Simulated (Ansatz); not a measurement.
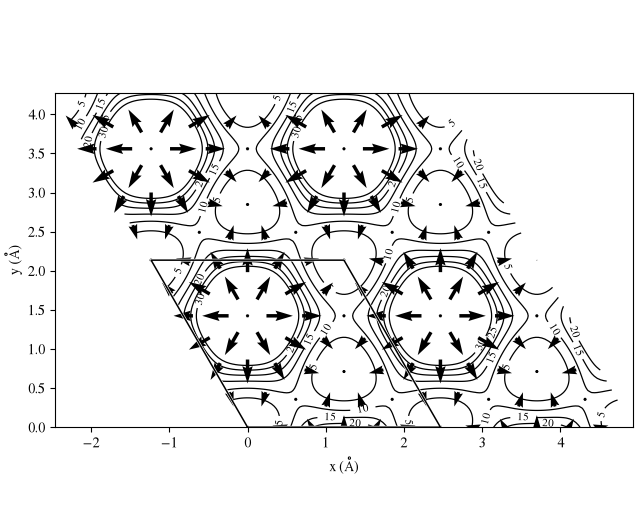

Energy landscape of Si on a two-dimensional sheet of C (8 atoms of substrate and one adsorbate in a 2 × 2 cell). Si is moved over the surface cell at a fixed height above a rigid substrate; the origin of the map has the adsorbate above C1; the height is held at 2.80 Å. Places are given modulo a cell vector. The map is drawn in real space over the plane of the surface. Grid: 6 × 6 points; 7 points were computed and 29 follow by symmetry. Places are given in fractions of the 1 × 1 surface cell. All energies are given in meV relative to the lowest grid point. At a fixed height the lowest place need not be the adsorption site. Theory: Ansatz, DFT PBE+D3(BJ), scalar-relativistic, plane waves, PAW. Settings: cutoff 420 eV, k-mesh 6×6×1, gaussian smearing 0.1 eV, spin-polarised.

Drawn: contour lines labelled in meV (none above 30), arrows along the force (downhill), their lengths compressed, the outline of one cell of the 2 × 2 shown. Between grid points the surface is interpolated. 

> Where are the wells?

The lowest grid point is at the top site over a surface C atom, (0/6, 0/6) of the cell vectors; the map holds 2 wells of about this depth. It is the only kind of minimum in the scanned range. The highest grid point, a sixfold hollow, (2/6, 4/6) of the cell vectors, lies 77.6 meV above the lowest. On the interpolated surface the easiest way out of the lowest well to a well of about the same depth near the top site over a surface C atom, (4/6, 2/6) of the cell vectors passes a barrier of about 9.3 meV. At the lowest point the adsorbate has 1 C at 2.80 Å as nearest neighbours, at the highest 6 C at 3.14 Å.

The input of one point:

```yaml
crystal:
  lattice:
    - [4.9313048819, 0.0, 0.0]
    - [-2.4656524409, 4.2706353015, 0.0]
    - [0.0, 0.0, 17.4000331942]
  atoms:
    - { symbol: C, position: [0.3333333333, 0.1666666667, 0.2298865266] }
    - { symbol: C, position: [0.3333333333, 0.6666666667, 0.2298865266] }
    - { symbol: C, position: [0.8333333333, 0.1666666667, 0.2298865266] }
    - { symbol: C, position: [0.8333333333, 0.6666666667, 0.2298865266] }
    - { symbol: C, position: [0.1666666667, 0.3333333333, 0.2298846189] }
    - { symbol: C, position: [0.1666666667, 0.8333333333, 0.2298846189] }
    - { symbol: C, position: [0.6666666667, 0.3333333333, 0.2298846189] }
    - { symbol: C, position: [0.6666666667, 0.8333333333, 0.2298846189] }
    - { symbol: Si, position: [0.3333333333, 0.1666666667, 0.3908057599], spin: 2.0 }
basis:
  ecutwfc: 420
kpoints:
  mp_grid: { grid: [6, 6, 1] }
hamiltonian:
  xc: pbe
  pseudopotentials: { kind: paw, azcp: { folder: soft_1 } }
  dispersion: d3bj
scf:
  occupations: { method: gaussian, width: 0.1 }
output:
  forces: true
  eigenvalues: true
  populations: true
magnetization:
  spin_polarized: true
efield:
  axis: 3
  dipole_correction: true
  ramp_width: 0.04
```

Each point was launched as `ansatz run input.yaml --threads 1 --pin off --max-ram 3072MiB --backend cpu --events-out ev --progress --plain --runs-dir out`. Time for the 7 points that were run: 5.1 min on 1 thread of Arm Neoverse V1 (shared host).
